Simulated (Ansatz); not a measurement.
HW₁₆S₃₂ (cell charge +1, with a compensating background) (cell with a defect), 49 atoms, a = 10.49 Å, b = 10.49 Å, c = 10.49 Å, α = 74.85°, β = 74.85°, γ = 74.85°.

All numbers below come from DFT PBE, scalar-relativistic, plane waves, PAW in Ansatz.

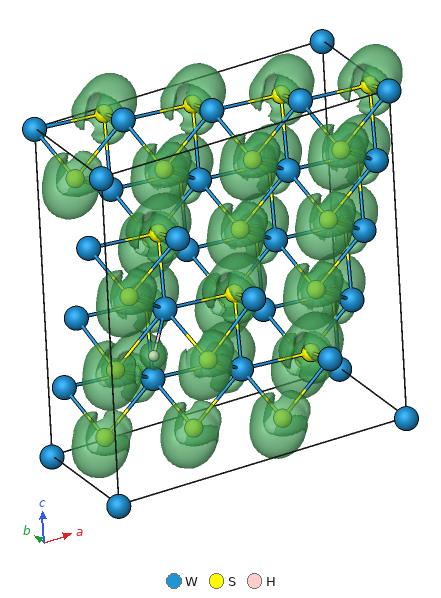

HW₁₆S₃₂ (cell charge +1, with a compensating background) (cell with a defect). Isosurface of the electron localisation function at 0.8 (green), seen slightly off an axis. Only the valence region is drawn (cores and ρ < 0.01 e/Å³ removed). Sticks mark near contacts.

In a PAW calculation such maps are meaningful between the atoms, not at the nuclei.

> Identify the bonds, lone pairs and shells in this picture.

The surface consists of one region around a hydrogen nucleus and 32 regions wrapped around S (the valence shell of each), counted in one cell of 49 atoms. Regions shared between cells count once. Profiles from the grid: W–H (1.83 Å): the ELF climbs to about 1 towards the hydrogen. W–S (2.41 Å): the ELF peaks at about 0.85 in the valence shell of S, 0.8 Å from its nucleus, and is about 0.50 at the midpoint.

> Metal or insulator at this level of theory?

It is gapped, with a Kohn–Sham gap of 1.9 eV on the k-point mesh (the band edges may lie off the mesh, which would make the gap smaller).
